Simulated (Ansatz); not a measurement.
**Ni: geometry relaxation**

System: Ni (Fm-3m, 1 atom in the cell).
Method: DFT PBEsol, scalar-relativistic, plane waves, PAW, spin-polarised (Ansatz 0.2.0).

The structure derives from an entry of the Crystallography Open Database. It belongs to a series of runs on one base structure; here: structure reported for this formula (Fm-3m, No. 225). Figures and captions count atoms from 1; the log counts them from 0 in places.

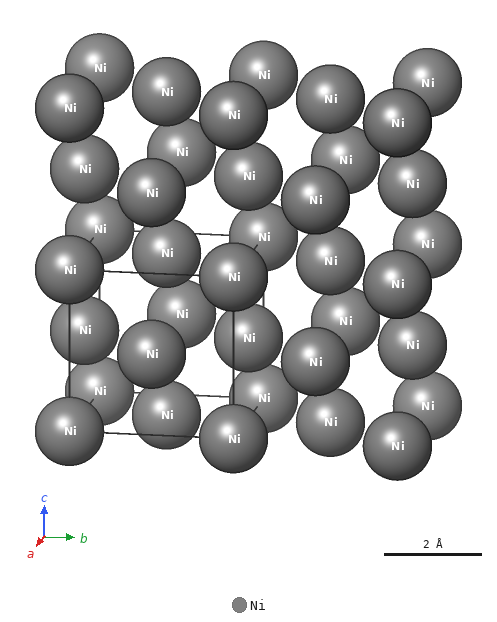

Figure 1. The structure as given in the input (spheres-only view of the cell 4 times as large as that of the calculation, set on its symmetry axes, repeated 1 × 2 × 2, seen slightly off an axis).

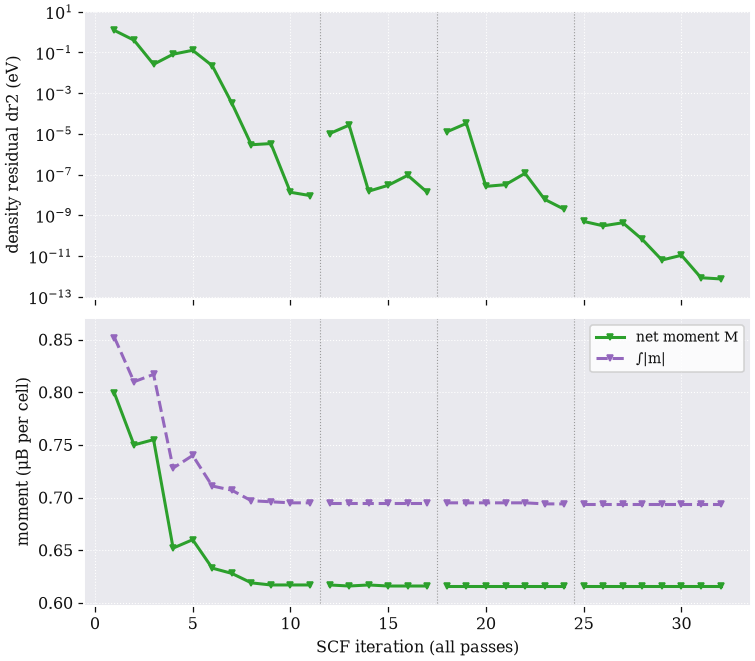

Figure 2. Convergence of the self-consistent field: density residual dr2 and magnetic moment against the SCF iteration. The dotted lines part the SCF passes of the relaxation: geometry steps, rejected trials and re-solves on a re-selected basis. The passes take 11, 6, 7 and 8 iterations. The net moment goes from 0.8 to 0.6 μB per cell.

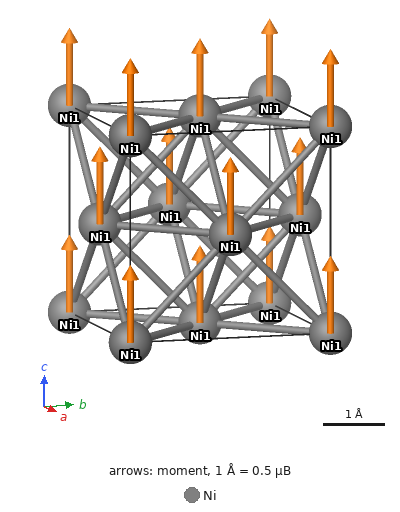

Figure 3. Magnetic moments of the sites as orange arrows (ball-and-stick view of the cell 4 times as large as that of the calculation, set on its symmetry axes, seen slightly off an axis; atoms are numbered from 1 in the order of the input); small moments hardly show. The run is collinear, so the axis drawn is arbitrary. Site moments: Ni1 (0.65 μB). They are counted near the atoms and needn't add up to the moment of the cell.

These pictures come from the run below.

**The input**
```yaml
crystal:
  lattice:
    - [0.0, 1.7324730201, 1.7324730201]
    - [1.7324730201, 0.0, 1.7324730201]
    - [1.7324730201, 1.7324730201, 0.0]
  atoms:
    - { symbol: Ni, position: [0.0, 0.0, 0.0], spin: 0.81 }
basis:
  ecutwfc: 420
kpoints:
  mp_grid: { grid: [28, 28, 28] }
hamiltonian:
  xc: pbesol
scf:
  occupations: { method: gaussian, width: 0.1 }
output:
  forces: true
  stress: true
  eigenvalues: true
  populations: true
magnetization:
  spin_polarized: true
relax:
  adjacent_minimum: "off"
  f_tol: 0.01
  max_steps: 80
  cell: { stress_tol: 0.05 }
```

**The program's output**
```
Engine: ansatz 0.2.0, x86_64-unknown-linux-gnu
Pseudopotentials: kind: paw
Pseudopotential: Ni, paw, valence charge 18, recommended cutoff 420 eV (normal), Ni.paw.azcp
Functional definition: PBEsol
  exchange = pbesol_x
  correlation = pbesol_c
Crystal: 1 atoms, lattice volume = 10.400 Å³
Basis set: ecut = 420 eV, 181 PW (Γ), exchange–correlation on 36×36×36 points (8 copies of the dense FFT grid, shifted against one another)
Bands: 14, of which v1, the nominal top of the filled ones, is band 9 counted from 1 (8 counted from 0)
Symmetry: 48 space group operations
Space group: Fm-3m (ITA 225), of the structure as read, at distance tolerance 2.2e-5 Å
Magnetic group: BNS 225.116 (UNI 1618), of the structure as read, at distance tolerance 2.2e-5 Å
k-points: 624 of 21952
Non-local potential: Ni, projectors of the file, l = 0: 3, l = 1: 2, l = 2: 3, l = 3: 1
PAW form: soft (Blöchl's): semilocal exchange-correlation on the pseudo side does not see the compensation charge
PAW frozen core: Ni, regenerated for the run's functional, and the local potential with it (the file was generated under x = pbe(κ = 0.804, μ = 0.2195149727645171), c = pbe(β = 0.06672455060314922))
PAW one-centre angular grid: Ni, 590 points (default); XC on 64 Gauss nodes
Initial density: superposition of atomic densities (chi_scale 0.1, normalization cell)
Starting moments: Σ|m| = 0.81 μB on 1 of 1 site
Initial wavefunctions: pseudopotential atomic-orbital guess
Functional: x = pbesol(κ = 0.804, μ = 0.12345679012345678), c = pbesol(β = 0.046)
SCF iter   1: F=—  HF=-5804.384895 eV  |F-HF|=—  |Δ(HF+E_count)|=         —  Δρ=9.33e-2 (↑4.68e-2 ↓9.33e-2)  dr2=1.19e0  dr2_m=5.26e-2  M=0.799 μB ∫|m|=0.852 μB  β_m=0.30  ethr=3.10e-3  ⟨swp⟩=5.3  Hψ=92664  notcnv=0
Mixer restart at iter 1: flushing history
preconditioner: auto → none  [metal: Δε(μ)=0.003 eV  Ē_g=16.310 eV  σ=0.100 eV  W_gap=0.01  n_scr=0 (ndim 8)  ℏωp=36.4 eV  f_vac=0.000  D(μ)=1.33/eV (n_scr^D=14)]
SCF iter   2: F=—  HF=-5804.047259 eV  |F-HF|=—  |Δ(HF+E_count)|=   3.38e-1  Δρ=5.53e-2 (↑5.53e-2 ↓3.54e-2)  dr2=3.94e-1  dr2_m=1.34e-2  M=0.750 μB ∫|m|=0.810 μB  β_m=0.25  ethr=3.10e-3  ⟨swp⟩=3.0  Hψ=42137  notcnv=0  defer=672
SCF iter   3: F=—  HF=-5804.239941 eV  |F-HF|=—  |Δ(HF+E_count)|=   1.93e-1  Δρ=2.23e-2 (↑2.23e-2 ↓1.05e-2)  dr2=2.58e-2  dr2_m=1.15e-2  M=0.755 μB ∫|m|=0.817 μB  β_m=0.62  ethr=2.19e-3  ⟨swp⟩=2.5  Hψ=30033  notcnv=0  defer=678
SCF iter   4: F=—  HF=-5804.899840 eV  |F-HF|=—  |Δ(HF+E_count)|=         —  Δρ=3.11e-2 (↑7.78e-3 ↓3.11e-2)  dr2=8.10e-2  dr2_m=1.70e-2  M=0.652 μB ∫|m|=0.728 μB  β_m=0.62  ethr=1.43e-4  ⟨swp⟩=2.2  Hψ=35112  notcnv=0  defer=702
Mixer restart at iter 4: flushing history
SCF iter   5: F=—  HF=-5805.012878 eV  |F-HF|=—  |Δ(HF+E_count)|=   1.13e-1  Δρ=2.80e-2 (↑2.80e-2 ↓2.12e-2)  dr2=1.26e-1  dr2_m=1.34e-3  M=0.660 μB ∫|m|=0.740 μB  β_m=0.47  ethr=1.43e-4  ⟨swp⟩=2.2  Hψ=41357  notcnv=0  defer=710
SCF iter   6: F=—  HF=-5804.959750 eV  |F-HF|=—  |Δ(HF+E_count)|=   5.31e-2  Δρ=1.75e-2 (↑3.36e-3 ↓1.75e-2)  dr2=2.22e-2  dr2_m=6.55e-3  M=0.633 μB ∫|m|=0.711 μB  β_m=0.32  ethr=1.43e-4  ⟨swp⟩=2.1  Hψ=37684  notcnv=0  defer=670
SCF iter   7: F=—  HF=-5804.972296 eV  |F-HF|=—  |Δ(HF+E_count)|=   1.25e-2  Δρ=4.91e-3 (↑3.32e-3 ↓4.91e-3)  dr2=3.25e-4  dr2_m=1.58e-3  M=0.628 μB ∫|m|=0.707 μB  β_m=0.60  ethr=1.23e-4  ⟨swp⟩=2.3  Hψ=28676  notcnv=0  defer=695
SCF iter   8: F=—  HF=-5804.977381 eV  |F-HF|=—  |Δ(HF+E_count)|=   5.08e-3  Δρ=5.82e-4 (↑5.82e-4 ↓3.29e-4)  dr2=2.91e-6  dr2_m=1.92e-5  M=0.619 μB ∫|m|=0.697 μB  β_m=0.62  ethr=1.80e-6  ⟨swp⟩=2.2  Hψ=27651  notcnv=0  defer=619
SCF iter   9: F=—  HF=-5804.977504 eV  |F-HF|=—  |Δ(HF+E_count)|=   1.24e-4  Δρ=2.05e-4 (↑3.80e-5 ↓2.05e-4)  dr2=3.32e-6  dr2_m=8.43e-7  M=0.617 μB ∫|m|=0.696 μB  β_m=0.81  ethr=1.62e-8  ⟨swp⟩=2.2  Hψ=26664  notcnv=0  defer=593
SCF iter  10: F=—  HF=-5804.977514 eV  |F-HF|=—  |Δ(HF+E_count)|=   9.63e-6  Δρ=1.31e-5 (↑5.81e-6 ↓1.31e-5)  dr2=1.35e-8  dr2_m=3.14e-9  M=0.617 μB ∫|m|=0.695 μB  β_m=0.91  ethr=1.62e-8  ⟨swp⟩=2.0  Hψ=23723  notcnv=0  defer=599
SCF iter  11: F=-5804.977514 eV  HF=-5804.977514 eV  |F-HF|=7.57e-9  |Δ(HF+E_count)|=   2.12e-8  Δρ=6.60e-6 (↑6.60e-6 ↓5.84e-6)  dr2=9.30e-9  dr2_m=1.63e-11  M=0.617 μB ∫|m|=0.695 μB  ethr=7.52e-11  ⟨swp⟩=4.1  Hψ=68521  notcnv=0
SCF 1 converged in 11 iterations: F = -5804.977514 eV  dr2 = 9.30e-9
  greatest PAW one-centre occupation: 1.001 electrons in one spin orbital (limit 2), on the Ni atom at site 0 (counted from 0), in its partial waves of l = 1
relax step   1: F+E_penalty+E_count = -5804.97751393 eV  Δ(F+E_penalty+E_count) = +0.000e0 eV  max|allowed force component| = 0.000e0 eV/Å  Δτ_max = 0.0000 Å  P = -0.472 GPa  Ω = 10.400 Å³  (11 SCF iters, dr2 threshold 1.00e-7 eV, accepted)
Crystal: 1 atoms, lattice volume = 10.390 Å³
Initial density: handed on by an earlier stage of this run
Starting moments: Σ|m| = 0.81 μB on 1 of 1 site; this step starts from the density that it was given
Initial wavefunctions: those handed on with the density
iter 1 solved again at ethr=5.73e-8 eV; its pass at ethr=3.10e-3 eV (dr2=1.03e-5 eV) is discarded
SCF iter   1: F=—  HF=-5804.977542 eV  |F-HF|=—  |Δ(HF+E_count)|=         —  Δρ=2.11e-4 (↑1.98e-4 ↓2.11e-4)  dr2=1.02e-5  dr2_m=1.03e-8  M=0.617 μB ∫|m|=0.695 μB  β_m=0.65  ethr=5.73e-8  ⟨swp⟩=2.3  Hψ=103065  notcnv=0
preconditioner: auto → none  [metal: Δε(μ)=0.003 eV  Ē_g=17.274 eV  σ=0.100 eV  W_gap=0.02  n_scr=0 (ndim 8)  ℏωp=36.4 eV  f_vac=0.000  D(μ)=1.68/eV (n_scr^D=26)]
SCF iter   2: F=—  HF=-5804.977547 eV  |F-HF|=—  |Δ(HF+E_count)|=   5.69e-6  Δρ=3.82e-4 (↑3.23e-4 ↓3.82e-4)  dr2=2.67e-5  dr2_m=1.04e-7  M=0.616 μB ∫|m|=0.695 μB  β_m=0.27  ethr=5.67e-8  ⟨swp⟩=2.1  Hψ=27420  notcnv=0  recentre
SCF iter   3: F=—  HF=-5804.977539 eV  |F-HF|=—  |Δ(HF+E_count)|=   8.58e-6  Δρ=2.24e-5 (↑1.69e-5 ↓2.24e-5)  dr2=1.52e-8  dr2_m=2.33e-8  M=0.617 μB ∫|m|=0.695 μB  β_m=0.47  ethr=5.67e-8  ⟨swp⟩=2.2  Hψ=25067  notcnv=0
SCF iter   4: F=—  HF=-5804.977540 eV  |F-HF|=—  |Δ(HF+E_count)|=   8.87e-7  Δρ=2.72e-5 (↑7.56e-6 ↓2.72e-5)  dr2=2.97e-8  dr2_m=2.61e-8  M=0.616 μB ∫|m|=0.695 μB  β_m=0.73  ethr=8.47e-11  ⟨swp⟩=2.0  Hψ=29275  notcnv=0
SCF iter   5: F=—  HF=-5804.977540 eV  |F-HF|=—  |Δ(HF+E_count)|=   5.63e-7  Δρ=3.08e-5 (↑9.29e-6 ↓3.08e-5)  dr2=9.17e-8  dr2_m=1.25e-8  M=0.616 μB ∫|m|=0.695 μB  β_m=0.87  ethr=8.47e-11  ⟨swp⟩=2.2  Hψ=27770  notcnv=0
SCF iter   6: F=-5804.977540 eV  HF=-5804.977540 eV  |F-HF|=9.68e-9  |Δ(HF+E_count)|=   1.43e-7  Δρ=9.62e-6 (↑5.37e-6 ↓9.62e-6)  dr2=1.34e-8  dr2_m=5.72e-10  M=0.616 μB ∫|m|=0.695 μB  ethr=8.47e-11  ⟨swp⟩=2.0  Hψ=62635  notcnv=0
SCF 2 converged in 6 iterations: F = -5804.977540 eV  dr2 = 1.34e-8
relax step   2: F+E_penalty+E_count = -5804.97754046 eV  Δ(F+E_penalty+E_count) = -2.653e-5 eV  max|allowed force component| = 0.000e0 eV/Å  Δτ_max = 0.0000 Å  P = -0.247 GPa  Ω = 10.390 Å³  energy of the carried Pulay correction = +3.573e-6 eV  (6 SCF iters, dr2 threshold 1.00e-7 eV, accepted)
Crystal: 1 atoms, lattice volume = 10.378 Å³
iter 1 solved again at ethr=7.02e-8 eV; its pass at ethr=3.10e-3 eV (dr2=1.26e-5 eV) is discarded
SCF iter   1: F=—  HF=-5804.977555 eV  |F-HF|=—  |Δ(HF+E_count)|=         —  Δρ=2.37e-4 (↑2.15e-4 ↓2.37e-4)  dr2=1.25e-5  dr2_m=1.82e-8  M=0.616 μB ∫|m|=0.695 μB  β_m=0.65  ethr=7.02e-8  ⟨swp⟩=2.3  Hψ=103194  notcnv=0
preconditioner: auto → none  [metal: Δε(μ)=0.004 eV  Ē_g=17.288 eV  σ=0.100 eV  W_gap=0.02  n_scr=0 (ndim 8)  ℏωp=36.4 eV  f_vac=0.000  D(μ)=1.68/eV (n_scr^D=26)]
SCF iter   2: F=—  HF=-5804.977561 eV  |F-HF|=—  |Δ(HF+E_count)|=   6.93e-6  Δρ=4.20e-4 (↑3.58e-4 ↓4.20e-4)  dr2=3.25e-5  dr2_m=1.15e-7  M=0.616 μB ∫|m|=0.695 μB  β_m=0.27  ethr=6.93e-8  ⟨swp⟩=2.1  Hψ=27390  notcnv=0  recentre
SCF iter   3: F=—  HF=-5804.977551 eV  |F-HF|=—  |Δ(HF+E_count)|=   1.05e-5  Δρ=1.97e-5 (↑1.97e-5 ↓1.91e-5)  dr2=2.63e-8  dr2_m=2.02e-8  M=0.616 μB ∫|m|=0.695 μB  β_m=0.46  ethr=6.93e-8  ⟨swp⟩=2.3  Hψ=25371  notcnv=0
SCF iter   4: F=—  HF=-5804.977552 eV  |F-HF|=—  |Δ(HF+E_count)|=   1.06e-6  Δρ=2.82e-5 (↑7.95e-6 ↓2.82e-5)  dr2=3.19e-8  dr2_m=2.80e-8  M=0.616 μB ∫|m|=0.695 μB  β_m=0.73  ethr=1.46e-10  ⟨swp⟩=2.0  Hψ=29074  notcnv=0
SCF iter   5: F=—  HF=-5804.977553 eV  |F-HF|=—  |Δ(HF+E_count)|=   6.58e-7  Δρ=3.47e-5 (↑1.01e-5 ↓3.47e-5)  dr2=1.15e-7  dr2_m=1.64e-8  M=0.616 μB ∫|m|=0.695 μB  β_m=0.86  ethr=1.46e-10  ⟨swp⟩=2.1  Hψ=24090  notcnv=0
SCF iter   6: F=—  HF=-5804.977553 eV  |F-HF|=—  |Δ(HF+E_count)|=   2.15e-7  Δρ=5.95e-6 (↑4.28e-6 ↓5.95e-6)  dr2=6.09e-9  dr2_m=1.47e-10  M=0.616 μB ∫|m|=0.694 μB  β_m=0.93  ethr=1.46e-10  ⟨swp⟩=2.0  Hψ=29157  notcnv=0
SCF iter   7: F=-5804.977553 eV  HF=-5804.977553 eV  |F-HF|=1.51e-9  |Δ(HF+E_count)|=   4.58e-9  Δρ=3.76e-6 (↑1.99e-6 ↓3.76e-6)  dr2=1.98e-9  dr2_m=9.10e-11  M=0.616 μB ∫|m|=0.694 μB  ethr=3.39e-11  ⟨swp⟩=2.0  Hψ=50110  notcnv=0
SCF 3 converged in 7 iterations: F = -5804.977553 eV  dr2 = 1.98e-9
relax step   3: F+E_penalty+E_count = -5804.97755297 eV  Δ(F+E_penalty+E_count) = -1.251e-5 eV  max|allowed force component| = 0.000e0 eV/Å  Δτ_max = 0.0000 Å  P = +0.002 GPa  Ω = 10.378 Å³  energy of the carried Pulay correction = +7.503e-6 eV  (7 SCF iters, dr2 threshold 1.00e-7 eV, accepted)
Initial wavefunctions: pseudopotential atomic-orbital guess (no wavefunctions were taken with the density)
iter 1 solved again at ethr=1.27e-7 eV; its pass at ethr=3.10e-3 eV (dr2=2.29e-5 eV) is discarded
SCF iter   1: F=—  HF=-5804.977546 eV  |F-HF|=—  |Δ(HF+E_count)|=         —  Δρ=2.19e-6 (↑1.37e-6 ↓2.19e-6)  dr2=5.00e-10  dr2_m=3.14e-11  M=0.616 μB ∫|m|=0.694 μB  β_m=0.65  ethr=1.27e-7  ⟨swp⟩=2.4  Hψ=129380  notcnv=0
eigensolver tolerance schedule: the retry pair's looser diagonalisation over-reported the residual by 45853.16 of it (diagonalisation noise at an unbounded share of the residual, at the tolerance the schedule requests for it); recorded, not acted on — ethr = c·dr2/N_el stays at c = 1.0e-1
preconditioner: auto → none  [metal: Δε(μ)=0.003 eV  Ē_g=17.290 eV  σ=0.100 eV  W_gap=0.02  n_scr=0 (ndim 8)  ℏωp=36.4 eV  f_vac=0.000  D(μ)=1.68/eV (n_scr^D=26)]
SCF iter   2: F=—  HF=-5804.977545 eV  |F-HF|=—  |Δ(HF+E_count)|=   7.00e-7  Δρ=1.60e-6 (↑1.45e-6 ↓1.60e-6)  dr2=3.04e-10  dr2_m=2.19e-12  M=0.616 μB ∫|m|=0.694 μB  β_m=0.47  ethr=2.78e-12  ⟨swp⟩=3.1  Hψ=37371  notcnv=0
SCF iter   3: F=—  HF=-5804.977545 eV  |F-HF|=—  |Δ(HF+E_count)|=  2.64e-11  Δρ=1.48e-6 (↑1.15e-6 ↓1.48e-6)  dr2=4.31e-10  dr2_m=3.80e-12  M=0.616 μB ∫|m|=0.694 μB  β_m=0.41  ethr=1.69e-12  ⟨swp⟩=2.0  Hψ=27709  notcnv=0
SCF iter   4: F=—  HF=-5804.977545 eV  |F-HF|=—  |Δ(HF+E_count)|=  7.46e-11  Δρ=6.93e-7 (↑5.13e-7 ↓6.93e-7)  dr2=6.50e-11  dr2_m=1.08e-12  M=0.616 μB ∫|m|=0.694 μB  β_m=0.39  ethr=1.69e-12  ⟨swp⟩=1.3  Hψ=19130  notcnv=0
SCF iter   5: F=—  HF=-5804.977545 eV  |F-HF|=—  |Δ(HF+E_count)|=  2.00e-11  Δρ=2.72e-7 (↑1.05e-7 ↓2.72e-7)  dr2=6.36e-12  dr2_m=9.39e-13  M=0.616 μB ∫|m|=0.694 μB  β_m=0.69  ethr=1.00e-12  ⟨swp⟩=1.0  Hψ=17532  notcnv=0
SCF iter   6: F=—  HF=-5804.977545 eV  |F-HF|=—  |Δ(HF+E_count)|=  3.46e-11  Δρ=3.24e-7 (↑1.44e-7 ↓3.24e-7)  dr2=1.09e-11  dr2_m=8.43e-13  M=0.616 μB ∫|m|=0.694 μB  β_m=0.85  ethr=1.00e-12  ⟨swp⟩=1.0  Hψ=17472  notcnv=0
SCF iter   7: F=—  HF=-5804.977545 eV  |F-HF|=—  |Δ(HF+E_count)|=  4.55e-12  Δρ=1.14e-7 (↑1.79e-8 ↓1.14e-7)  dr2=8.59e-13  dr2_m=2.59e-13  M=0.616 μB ∫|m|=0.694 μB  β_m=0.80  ethr=1.00e-12  ⟨swp⟩=1.0  Hψ=17472  notcnv=0
SCF iter   8: F=-5804.977545 eV  HF=-5804.977545 eV  |F-HF|=9.09e-13  |Δ(HF+E_count)|=  9.09e-13  Δρ=7.45e-8 (↑2.92e-8 ↓7.45e-8)  dr2=7.53e-13  dr2_m=6.54e-14  M=0.616 μB ∫|m|=0.694 μB  ethr=1.00e-12  ⟨swp⟩=3.0  Hψ=62740  notcnv=0
SCF 4 converged in 8 iterations: F = -5804.977545 eV  dr2 = 7.53e-13
relax step   4: F+E_penalty+E_count = -5804.97754494 eV  Δ(F+E_penalty+E_count) = +8.035e-6 eV  max|allowed force component| = 0.000e0 eV/Å  Δτ_max = 0.0000 Å  P = +0.004 GPa  Ω = 10.378 Å³  stress off target by 3.61e-3 GPa  SCF on the basis re-selected at this cell (its energy is not comparable with the rows above)  (8 SCF iters)
basis re-selected at this cell: Δ(F+E_penalty+E_count) = +8.035e-6 eV, ΔP = +0.002 GPa vs the last step (what re-selecting the basis moved, of the pressure what is left beyond the Pulay correction that the steps carried, after the strain that the cell walked since its last selection, with what the two solves' SCF thresholds leave and, on support functions, any second-order correction that the steps lacked; it is no measure of the basis error at this ecutwfc). This SCF's stress stands 3.61e-3 GPa from its target on what of the cell is left free (relax.cell.stress_tol is 5.00e-2 GPa) and its largest allowed force component is 0.00e0 eV/Å (relax.f_tol is 1.00e-2 eV/Å): within both
SCF converged after 8 iterations
Magnetization: 0.6160 μB (9.3080 up, 8.6920 down)
Absolute magnetization: 0.6952 μB (∫|ρ↑−ρ↓|, with the PAW one-centre terms)
Spin contamination: 0.0054 ħ² per cell (⟨S²⟩ above its minimum at these occupations)
Per-site moments (μB) at R_I (Å): [(0.6500277404590301, 1.009963302303518)]
Free energy (F): -5804.977545 eV
Harris-Foulkes:  -5804.977545 eV  (|F-HF|=9.09e-13)
Internal energy: -5804.969139 eV  (E = F + TS)
E sigma→0 (E₀):  -5804.973342 eV
Entropy (-TS):   -0.008406 eV (-8.406 meV/atom)
Fermi energy:    19.102725 eV
--- Per-component energies (eV) ---
  E_band       = -268.183319
  E_kinetic    = 283.233381
  E_local      = -3357.207227  (includes V_loc(G=0)·N_el)
  E_nonlocal   = 635.789384
  E_hartree    = 1400.880815
  E_xc         = -84.909668
  E_vxc        = -109.902441  (∫ρ·V_xc dr)
  E_paw        = -1594.106207  (= ΣΔE_a)
  E_vpaw       = -521.858461  (= ΣTr[D̂ρ^β])
  E_aug_tail   = 0.000480  (compensation charges beyond the density's cutoff)
  E_ewald      = -3088.847386
  E_core_change = 0.197289  (= ΣΔE_core)
  E_smearing   = -0.008406  (= −TS)
  E_closure    = -0.000000  (closes the sum)
  Σ components = -5804.977545   (vs F -5804.977545, Δ=0.00e0)
--- Forces (eV/Å), atoms counted from 1 ---
  atom   1  Ni    -0.00000000    -0.00000000    -0.00000000
  max |Σ_I F_I| component: 6.16e-32 eV/Å
--- Stress (GPa, compression-positive) ---
        0.003615      -0.000000      -0.000000
       -0.000000       0.003615      -0.000000
       -0.000000      -0.000000       0.003615
  P = ⅓ Tr σ = 0.0036 GPa (0.036 kbar)
--- Band table (eV; the first three rows and the last of 1248) ---
  k-point 0 ↑: bands = ["-84.3360", "-44.7132", "-44.7132", "-44.7132", "9.5927", "16.5274", "16.5274", "16.5274", "17.7932", "17.7932", "42.9270", "47.2555", "47.2555", "47.2555"]
  k-point 1 ↑: bands = ["-84.3354", "-44.7165", "-44.7137", "-44.7137", "9.6446", "16.5128", "16.5398", "16.5398", "17.7877", "17.7877", "42.8039", "46.3694", "47.1108", "47.1108"]
  k-point 2 ↑: bands = ["-84.3339", "-44.7264", "-44.7151", "-44.7151", "9.7994", "16.4710", "16.5752", "16.5752", "17.7728", "17.7728", "42.2734", "45.0840", "46.7741", "46.7741"]
  k-point 623 ↓: bands = ["-83.4665", "-44.0981", "-44.0981", "-44.0221", "15.4316", "16.3921", "16.3921", "18.2932", "19.5030", "27.2028", "27.2028", "29.5038", "30.7197", "49.9570"]
--- Relaxed structure (3 steps of the walk, 3 accepted, 1 SCFs on fresh bases) ---
  F+E_penalty+E_count = -5804.97754494 eV   max|allowed force component| = 0.000e0 eV/Å   (the final SCF, on the basis selected at the relaxed cell)
  cell:  # Å, volume = 10.3784 Å³
    - [-1.9237019803881202e-34, 1.7312773328687916, 1.7312773328687916]
    - [1.7312773328687916, 2.8661467685037693e-35, 1.7312773328687916]
    - [1.7312773328687916, 1.7312773328687916, -8.727814986034046e-35]
  atoms:
    - { symbol: Ni, position: [0.0, 0.0, 0.0] }
--- Löwdin populations: 1 site ---
  site symbol       q [e]    m [muB]
     0     Ni     17.7756     0.6425
  spilling = 0.012467 (of n_electrons = 18.000000)
```

**File populations.tsv**
```
# site	symbol	l	j	q_up	q_dn
# orbitals = lowdin
# n_electrons = 18.000000
# spilling = 0.012467
0	Ni	0_3S	-	0.997773	0.997845
0	Ni	0_4S	-	0.471079	0.482578
0	Ni	1_3P	-	2.998963	2.998930
0	Ni	2_3D	-	4.741241	4.087179
```

**Key numbers**

```tsv
quantity	value
outcome	converged
space group (tolerance 0.01 Å)	Fm-3m (225)
electrons treated	18
free energy	−5804.9775 eV
Fermi energy	19.103 eV
gap on the k-point mesh	none (metallic)
net moment of the cell	0.62 μB
integrated absolute moment	0.70 μB
pressure	0.00 GPa
final volume	10.38 Å³
largest force (length of the vector) at the end	under 0.001 eV/Å
final cell	a = 2.448 Å, b = 2.448 Å, c = 2.448 Å, α = 60.00°, β = 60.00°, γ = 60.00°
hardware	1 thread of an x86-64 CPU, shared host
wall time	38 s
peak memory	0.59 GiB
```
